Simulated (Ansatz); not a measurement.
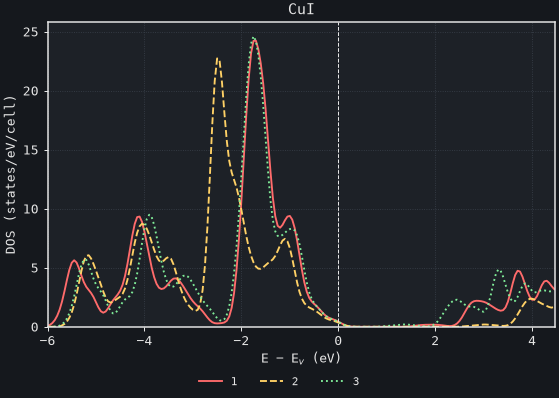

Total densities of states of CuI, space group P6_3/mmc (No. 194), 4 atoms in the cell, h-MgO (five-fold) type, by three methods on the same cell. The curves are built from the levels of the k mesh with Gaussians 0.3 eV wide, which also blur the band edges. Each is counted from its own valence-band top.

Which curve is which? The methods: HSE06, LDA, r2SCAN.

1 is r2SCAN; 2 is HSE06; 3 is LDA. r2SCAN gives a gap of 1.66 eV, HSE06 gives a gap of 2.69 eV and LDA gives a gap of 1.04 eV.

Settings. r2SCAN: DFT, r2SCAN, plane waves, PAW, no spin polarisation, 6×6×4 k mesh, 500 eV cutoff (Ansatz). HSE06: DFT, HSE06, plane waves, PAW, no spin polarisation, 6×6×4 k mesh, 420 eV cutoff (Ansatz). LDA: DFT, LDA, plane waves, PAW, no spin polarisation, 6×6×4 k mesh, 420 eV cutoff (Ansatz).

Spin-orbit coupling is left out, which matters for I.
